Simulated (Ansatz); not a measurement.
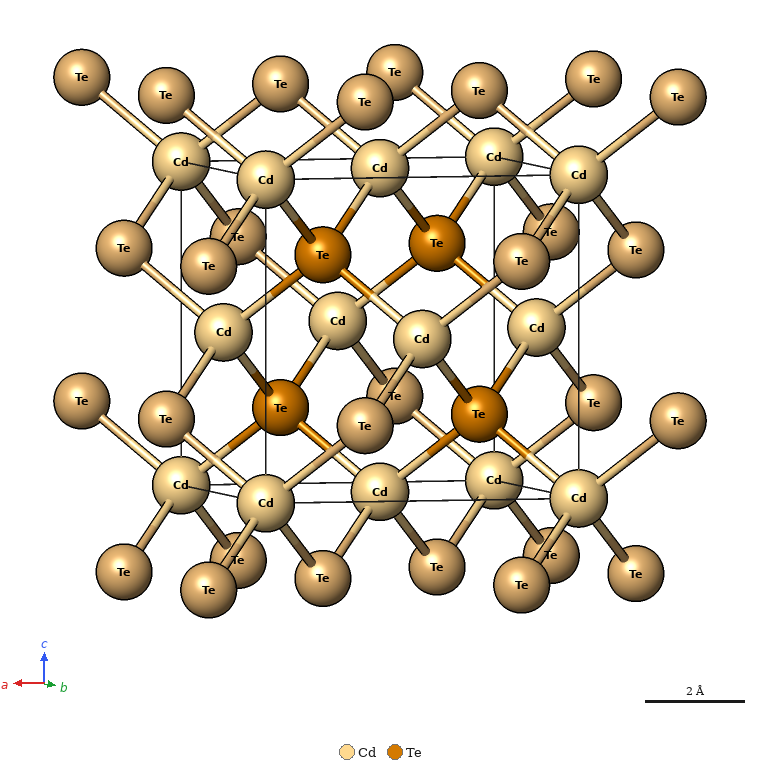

**Figure 1.** The structure as given in the input (ball-and-stick view of the cell 4 times as large as that of the calculation, set on its symmetry axes, seen at an oblique angle; neighbours outside the cell are drawn fainter). Near neighbours in the crystal (not all of them lie inside the picture): Cd has 4 Te at 2.84 Å; Te has 4 Cd at 2.84 Å.

# CdTe: Wannier-function calculation

CdTe (2 atoms in the cell), computed with maximally localised Wannier functions of PBE bands, plane waves, PAW, no spin polarisation (Ansatz 0.2.0).

The structure was built on a prototype by a generator. The geometry comes from this level: r2SCAN. It belongs to a series of runs on one base structure; here: metal d and anion p.

### The program's output
```
scf.n_extra_bands = 6 over 18 filled bands (N_el = 36.0): the run solves 24 bands
Engine: ansatz 0.2.0, aarch64-unknown-linux-gnu
Pseudopotentials: kind: paw
Pseudopotential: Cd, paw, valence charge 20, recommended cutoff 420 eV (normal), Cd.paw.azcp
Pseudopotential: Te, paw, valence charge 16, recommended cutoff 420 eV (normal), Te.paw.azcp
Functional definition: PBE
  parameter kappa = 0.804
  parameter beta = 0.06672455060314922
  exchange = pbe_x(kappa = kappa, mu = beta*pi^2/3)
  correlation = pbe_c(beta = beta)
Crystal: 2 atoms, lattice volume = 70.572 Å³
Basis set: ecut = 420 eV, 1411 PW (Γ)
Bands: 24, of which v1, the nominal top of the filled ones, is band 18 counted from 1 (17 counted from 0)
Symmetry: 24 space group operations
Space group: F-43m (ITA 216), of the structure as read, at distance tolerance 4.1e-5 Å
k-points: 16 of 216 (time reversal used)
Non-local potential: Cd, projectors of the file, l = 0: 3, l = 1: 2, l = 2: 2, l = 3: 1
Non-local potential: Te, projectors of the file, l = 0: 2, l = 1: 2, l = 2: 2, l = 3: 2
PAW form: soft (Blöchl's): semilocal exchange-correlation on the pseudo side does not see the compensation charge
PAW one-centre angular grid: Cd, 590 points (default); XC on 64 Gauss nodes
PAW one-centre angular grid: Te, 590 points (default); XC on 64 Gauss nodes
Initial density: superposition of atomic densities (neutral atoms: chi_scale 0, normalization atom), corrected by the library's trained network
Initial wavefunctions: pseudopotential atomic-orbital guess
Functional: x = pbe(κ = 0.804, μ = 0.2195149727645171), c = pbe(β = 0.06672455060314922)
SCF iter   1: F=—  HF=-15235.328471 eV  |F-HF|=—  |Δ(HF+E_count)|=         —  Δρ=1.35e-3  dr2=3.26e-3  ethr=1.77e-3  ⟨swp⟩=4.8  Hψ=1457  notcnv=0  defer=58
preconditioner: auto → none  [insulator: Δε(μ)=0.640 eV  Ē_g=12.630 eV  n_scr=14 (ndim 8)  ℏωp=18.8 eV  f_vac=0.199  ε∞_Penn≈3.2]
SCF iter   2: F=—  HF=-15235.327733 eV  |F-HF|=—  |Δ(HF+E_count)|=   7.38e-4  Δρ=4.96e-4  dr2=1.82e-4  ethr=9.06e-6  ⟨swp⟩=3.0  Hψ=728  notcnv=0  defer=60
SCF iter   3: F=—  HF=-15235.327790 eV  |F-HF|=—  |Δ(HF+E_count)|=   5.66e-5  Δρ=1.88e-4  dr2=2.65e-5  ethr=5.05e-7  ⟨swp⟩=2.9  Hψ=675  notcnv=0  defer=60
SCF iter   4: F=—  HF=-15235.327835 eV  |F-HF|=—  |Δ(HF+E_count)|=   4.54e-5  Δρ=7.79e-5  dr2=6.12e-6  ethr=7.37e-8  ⟨swp⟩=2.1  Hψ=543  notcnv=0  defer=54
SCF iter   5: F=—  HF=-15235.327848 eV  |F-HF|=—  |Δ(HF+E_count)|=   1.26e-5  Δρ=2.12e-5  dr2=3.56e-7  ethr=1.70e-8  ⟨swp⟩=2.0  Hψ=515  notcnv=0  defer=58
SCF iter   6: F=-15235.327849 eV  HF=-15235.327849 eV  |F-HF|=2.61e-8  |Δ(HF+E_count)|=   1.61e-6  Δρ=2.61e-6  dr2=5.57e-9  ethr=2.78e-10  ⟨swp⟩=8.6  Hψ=1797  notcnv=0
SCF 1 converged in 6 iterations: F = -15235.327849 eV  dr2 = 5.57e-9
  greatest PAW one-centre occupation: 1.000 electrons in one spin orbital (limit 2), on the Cd atom at site 0 (counted from 0), in its partial waves of l = 0
```

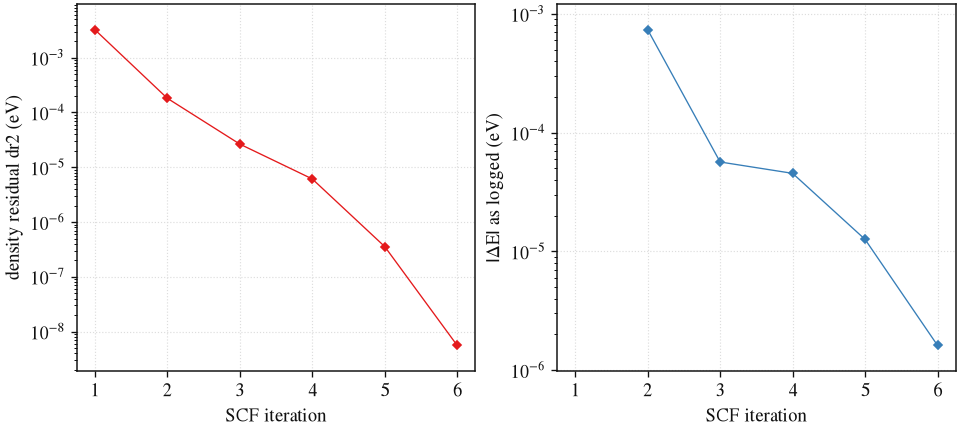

**Figure 2.** Convergence of the self-consistent field: density residual dr2 and size of the energy change against the SCF iteration. The residual falls at every step.

```
NSCF: frozen V_eff on 62 k-points
NSCF: frozen V_eff on 10 k-points
the Wannier pass solved 10 of the 64 points of its mesh, and has the states at the others by symmetry: states obtained by the crystal's operations at points that were solved too leave a residual of 4.05e-13 eV (read by the count's bands and the next), within 6.67e-6 eV
SCF converged after 6 iterations
Free energy (F): -15235.327849 eV
Harris-Foulkes:  -15235.327849 eV  (|F-HF|=2.61e-8)
Internal energy: -15235.327849 eV  (E = F + TS)
E sigma→0 (E₀):  -15235.327849 eV
Fermi energy:    6.959904 eV
--- Per-component energies (eV) ---
  E_band       = -804.532776
  E_kinetic    = 685.063147
  E_local      = -5498.384205  (includes V_loc(G=0)·N_el)
  E_nonlocal   = -276.743892
  E_hartree    = 2765.847867
  E_xc         = -300.758138
  E_vxc        = -325.401688  (∫ρ·V_xc dr)
  E_paw        = -8745.982911  (= ΣΔE_a)
  E_vpaw       = -920.764187  (= ΣTr[D̂ρ^β])
  E_aug_tail   = -0.000164  (compensation charges beyond the density's cutoff)
  E_ewald      = -3864.369553
  E_smearing   = -0.000000  (= −TS)
  E_closure    = -0.000000  (closes the sum)
  Σ components = -15235.327849   (vs F -15235.327849, Δ=0.00e0)
--- Band table (eV; the first three rows and the last of 16) ---
  k-point 0: bands = ["-95.0754", "-56.1378", "-56.1378", "-56.1378", "-28.9785", "-28.9785", "-28.9785", "-28.9717", "-28.9717", "-4.0114", "-1.2032", "-1.2032", "-1.2032", "-0.9684", "-0.9684", "6.9599", "6.9599", "6.9599", "7.6218", "11.5984", "11.5984", "11.5984", "14.3687", "16.3590"]
  k-point 1: bands = ["-95.0754", "-56.1378", "-56.1378", "-56.1378", "-28.9785", "-28.9784", "-28.9784", "-28.9717", "-28.9717", "-3.9198", "-1.1864", "-1.1864", "-1.1233", "-0.9694", "-0.9694", "5.2721", "6.7492", "6.7492", "8.7295", "11.6737", "11.9203", "11.9203", "15.3505", "15.4674"]
  k-point 2: bands = ["-95.0754", "-56.1379", "-56.1378", "-56.1378", "-28.9785", "-28.9783", "-28.9783", "-28.9716", "-28.9716", "-3.7371", "-1.1574", "-1.1574", "-0.9657", "-0.9657", "-0.8649", "3.5270", "6.3937", "6.3937", "8.8458", "12.2047", "12.2047", "13.1173", "15.0202", "15.8443"]
  k-point 15: bands = ["-95.0754", "-56.1379", "-56.1379", "-56.1379", "-28.9787", "-28.9782", "-28.9780", "-28.9717", "-28.9714", "-3.5381", "-1.0844", "-1.0834", "-1.0100", "-0.9566", "-0.4643", "2.9179", "4.8876", "4.9866", "10.6082", "10.7895", "13.5781", "13.8984", "16.3399", "18.0238"]
Wannier search: line search 1 of at most 3000: gauge-dependent spread (as the search counts it) 1.0506767 Å², largest recent change 2.2e-1 Å² and fall left 2.9e-4 Å² against conv_tol 1.0e-8 Å², 0 stops escaped
WARN: [file] 74 periodic images of 74 elements of H(R) lie 4.88e-4 to 1.95e-3 Å beyond their element's nearest image, near the 9.77e-4 Å window within which an element is shared among its images; whether they share it moves the interpolated H(k) by 2.0e-3 eV (Frobenius norm, root mean square over the Brillouin zone); at the model's own mesh points H(k) does not change
```

### File rho_z.tsv
```
# z_ang	rho[e/angstrom^3]
# format = ansatz-planar-average/11
# lattice	0.000000000	3.279955117	3.279955117
# lattice	3.279955117	0.000000000	3.279955117
# lattice	3.279955117	3.279955117	0.000000000
# sites	2
# site	48	0.000000000	0.000000000	0.000000000
# site	52	1.639977559	1.639977559	1.639977559
0.000000	1.218641e0
0.144955	1.188201e0
0.289910	1.071096e0
0.434865	9.334298e-1
0.579820	8.389106e-1
0.724775	8.150024e-1
0.869729	8.451838e-1
1.014684	8.841426e-1
1.159639	8.844020e-1
1.304594	8.199403e-1
1.449549	6.950694e-1
1.594504	5.376108e-1
1.739459	3.837507e-1
1.884414	2.624973e-1
2.029369	1.845496e-1
2.174324	1.406980e-1
2.319279	1.137375e-1
2.464233	9.339453e-2
2.609188	7.785232e-2
2.754143	6.685461e-2
2.899098	5.990958e-2
3.044053	5.715860e-2
3.189008	5.917411e-2
3.333963	6.771095e-2
3.478918	8.666758e-2
3.623873	1.244065e-1
3.768828	1.957619e-1
3.913782	3.173528e-1
4.058737	4.966471e-1
4.203692	7.204213e-1
4.348647	9.505003e-1
4.493602	1.133032e0
```

### File v_z.tsv
```
# z_ang	v_es[eV]	v_tot[eV]
# format = ansatz-planar-average/11
# xc	pbe
# density_cutoff_ev	1680
# datasets	Cd=:simpson_from_first_knot:soft	Te=:simpson_from_first_knot:soft
# lattice	0.000000000	3.279955117	3.279955117
# lattice	3.279955117	0.000000000	3.279955117
# lattice	3.279955117	3.279955117	0.000000000
# sites	2
# site	48	0.000000000	0.000000000	0.000000000
# site	52	1.639977559	1.639977559	1.639977559
0.000000	2.930968e0	-7.733352e0
0.144955	2.201190e0	-8.738185e0
0.289910	1.868318e0	-9.229833e0
0.434865	2.081769e0	-9.091967e0
0.579820	2.843488e0	-8.324808e0
0.724775	4.037839e0	-7.033718e0
0.869729	5.445762e0	-5.431714e0
1.014684	6.766574e0	-3.835500e0
1.159639	7.690601e0	-2.590746e0
1.304594	8.027785e0	-1.907031e0
1.449549	7.839375e0	-1.717765e0
1.594504	7.417271e0	-1.710404e0
1.739459	7.068505e0	-1.569129e0
1.884414	7.013587e0	-1.094685e0
2.029369	7.362085e0	-2.209492e-1
2.174324	8.083575e0	9.829159e-1
2.319279	8.991054e0	2.332128e0
2.464233	9.797979e0	3.541047e0
2.609188	1.031455e1	4.401638e0
2.754143	1.058070e1	4.947035e0
2.899098	1.067517e1	5.208085e0
3.044053	1.061544e1	5.188462e0
3.189008	1.041098e1	4.969424e0
3.333963	1.003344e1	4.473324e0
3.478918	9.434338e0	3.533037e0
3.623873	8.653067e0	2.218903e0
3.768828	7.797755e0	7.222355e-1
3.913782	6.949723e0	-8.217142e-1
4.058737	6.140269e0	-2.325917e0
4.203692	5.361609e0	-3.770649e0
4.348647	4.599645e0	-5.141592e0
4.493602	3.795256e0	-6.463160e0
```

### File wannier.spreads.toml
```
omega_i_ang2 = 11.694136473210222
omega_d_ang2 = 0.0187298747302278
omega_od_ang2 = 0.6996588562520445
omega_total_ang2 = 12.412525204192494
least_projectability = 0.7419612119995852
b_vectors_match_mmn = true
n_iter = 48
converged = true
rejected_fitted_steps = 1

[[wannier]]
r = [-0.010396091461724077, -0.0015396873554806032, -0.0000880509399056815]
spread = 0.5895385735658352

[[wannier]]
r = [-0.000595228806488604, 0.00210352067264422, 0.011012958378646498]
spread = 0.5913743042500232

[[wannier]]
r = [0.012582571650422023, 0.012100733948370059, 0.00034788172746463836]
spread = 0.8350242232162581

[[wannier]]
r = [-0.012356302823806085, -0.011030863976084047, 0.0003341812619885057]
spread = 0.8373760525109776

[[wannier]]
r = [0.011728252057362115, -0.0009910817453895745, -0.012193100796720152]
spread = 0.8381445626601755

[[wannier]]
r = [1.8751507238281073, 1.514706159539112, 1.7652356950825783]
spread = 2.9070051162993966

[[wannier]]
r = [1.5146369097036445, 1.8751022440220297, 1.7653489765334966]
spread = 2.9070137573033055

[[wannier]]
r = [1.5146914072494082, 1.5146472955420818, 1.4048359276624542]
spread = 2.907048614386686

[[curvature_check]]
after_line_search = 8
omega_tilde_before_ang2 = 1.0502322895891947
krylov_steps = 55
lowest_ritz_value_ang2 = -0.7362426832451997
residual_ang2 = 9.506380617634311e-18
settled = true
first_negative_step = 2
curvature_along_ang2 = -0.016412981297954436
angle_rad = 1.5707963267948963
omega_tilde_after_ang2 = 1.027976463380954
outcome = "escaped"

[[curvature_check]]
after_line_search = 48
omega_tilde_before_ang2 = 0.7183887309822723
krylov_steps = 42
lowest_ritz_value_ang2 = 0.00018271844694287437
residual_ang2 = 1.2950251267923378e-12
settled = true
outcome = "no-negative-curvature"
```

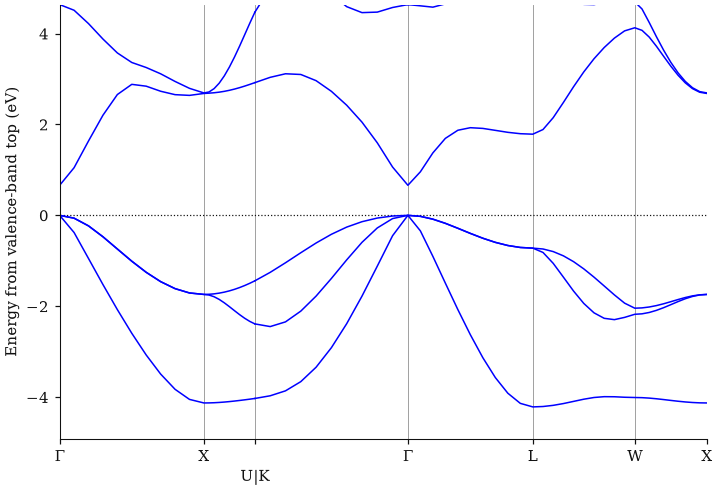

**Figure 3.** Band structure along Γ–X–U|K–Γ–L–W–X, with energies from the valence-band top. There is a gap of 0.66 eV on this path, direct, at Γ.

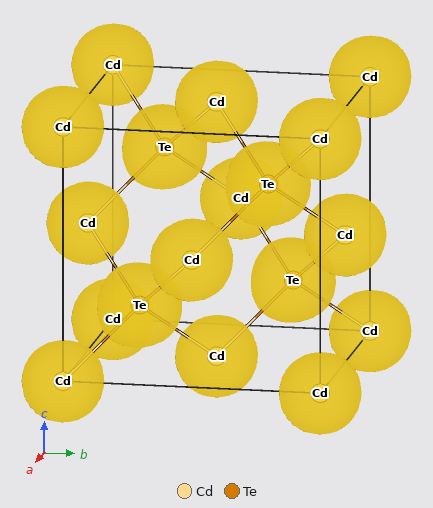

**Figure 4.** Isosurface of the valence electron density at 0.5 e/Å³ (yellow), seen slightly off an axis. Sticks mark near contacts. The outline is the cell set on symmetry axes. At this value the density breaks into separate islands; it holds about 80 % of the electrons treated as valence (semicore included). It is pinched off along the Cd–Te (2.84 Å) contacts. On the grid the lowest density along these lines, outside the cores, is 0.32 e/Å³ (Cd–Te, 2.84 Å). In a PAW calculation such maps are meaningful between the atoms, not at the nuclei.

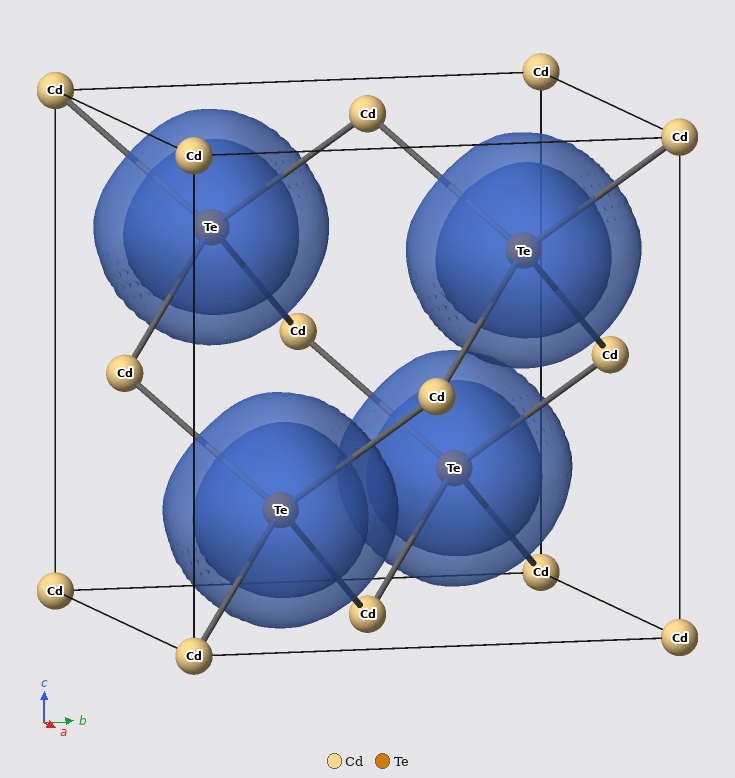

**Figure 5.** Isosurface of the electron localisation function at 0.6 (blue), seen slightly off an axis. Only the valence region is drawn (cores and ρ < 0.01 e/Å³ removed). Sticks mark near contacts. The outline is the cell set on symmetry axes. Along the contacts the grid gives the following. Cd–Te (2.84 Å): the ELF is about 0.50 at the midpoint.

The run was set up as follows.

### The input
```yaml
crystal:
  lattice:
    - [0.0, 3.2799551172, 3.2799551172]
    - [3.2799551172, 0.0, 3.2799551172]
    - [3.2799551172, 3.2799551172, 0.0]
  atoms:
    - { symbol: Cd, position: [0.0, 0.0, 0.0] }
    - { symbol: Te, position: [0.25, 0.25, 0.25] }
kpoints:
  mp_grid: { grid: [6, 6, 6] }
  band_path:
    path:
      - [[0.0, 0.0, 0.0], [-0.5, -0.5, -8.777209125504e-34], [-0.375, -0.375, 0.25]]
      - [[-0.375, -2.391503818336e-17, 0.375], [0.0, 0.0, 0.0], [-1.59433587889e-17, -1.59433587889e-17, 0.5], [-0.5, -0.25, 0.25], [-0.5, -0.5, -8.777209125504e-34]]
    npoints: 10
hamiltonian:
  xc: pbe
scf:
  occupations: { method: fixed }
  n_extra_bands: 6
output:
  forces: false
  stress: false
  eigenvalues: true
  wannier:
    kmesh: [4, 4, 4]
    projections: [{ species: Cd, l: d, shell: 4 }, { species: Te, l: p, shell: 5 }]
    minimise: true
    write_hr: true
    conv_tol: 1.0e-08
    max_iter: 3000
  write_density: true
  write_potential: true
  elf: true
  volumetric_format: npy
```

### File wannier.win
```
! ansatz wannier90 interface
! projections by site (counted from 0) and shell: 0 4D, 1 5P
! states of the run's bands (counted from 1): 11-18
! their least projectability: 0.7420
num_bands = 8
num_wann  = 8
num_iter  = 2000
conv_tol = 1e-8
conv_window = 5
guiding_centres = true
write_hr = true

begin unit_cell_cart
Ang
                      0.0             3.2799551172             3.2799551172
             3.2799551172                      0.0             3.2799551172
             3.2799551172             3.2799551172                      0.0
end unit_cell_cart

begin atoms_frac
Cd                       0.0                      0.0                      0.0
Te                      0.25                     0.25                     0.25
end atoms_frac

mp_grid = 4 4 4
```

Run as:
```bash
ansatz run input.yaml --threads 4 --pin off --max-ram 3686MiB --backend cpu --events-out ev --progress --plain --runs-dir out
```

### Key numbers

```csv
quantity,value
outcome,converged
space group (tolerance 0.01 Å),F-43m (216)
electrons treated,36
free energy,−15235.3278 eV
total spread of the Wannier functions,12.413 Å²
Fermi energy,6.960 eV
gap on the k-point mesh,0.66 eV
hardware,"4 threads of Arm Neoverse V1, 24 GiB of memory available, shared host"
wall time,2.7 s (CPU time 9.7 s)
peak memory,0.35 GiB
```

### Remarks

Spin-orbit coupling is left out, which matters for Te.
